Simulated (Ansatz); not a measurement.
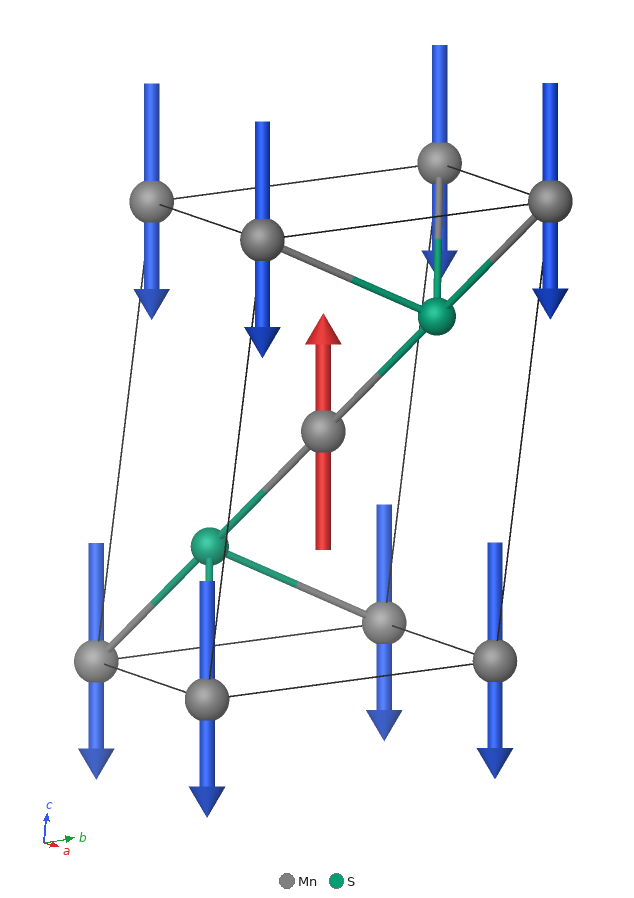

This ball-and-stick model is shown slightly off an axis. One cell (the run's own, in a reduced setting) is framed, with atoms on its boundary repeated. Arrows are the site magnetic moments above 0.25 μB (those induced on non-metal atoms are left out); longer means larger, and red and blue are up and down (without spin-orbit coupling the axis itself is arbitrary).

This is the state reached for MnS. Electronic-structure method: DFT PBE, scalar-relativistic, plane waves, PAW (Ansatz). Parameters: a 420 eV plane-wave basis, k-points about 0.17 Å⁻¹ apart, Gaussian smearing of 0.02 eV, collinear spins.

Q: What do the arrows say about the order?

A: Antiferromagnetic (within this cell). Site moments: 1 Mn +4.1 μB and 1 Mn −4.1 μB. The net spin moment of the whole cell is 0.0 μB.

The cell started as a structure listed in the Materials Project. Relaxation method: DFT PBE, scalar-relativistic, plane waves, PAW (Ansatz 0.2.0).
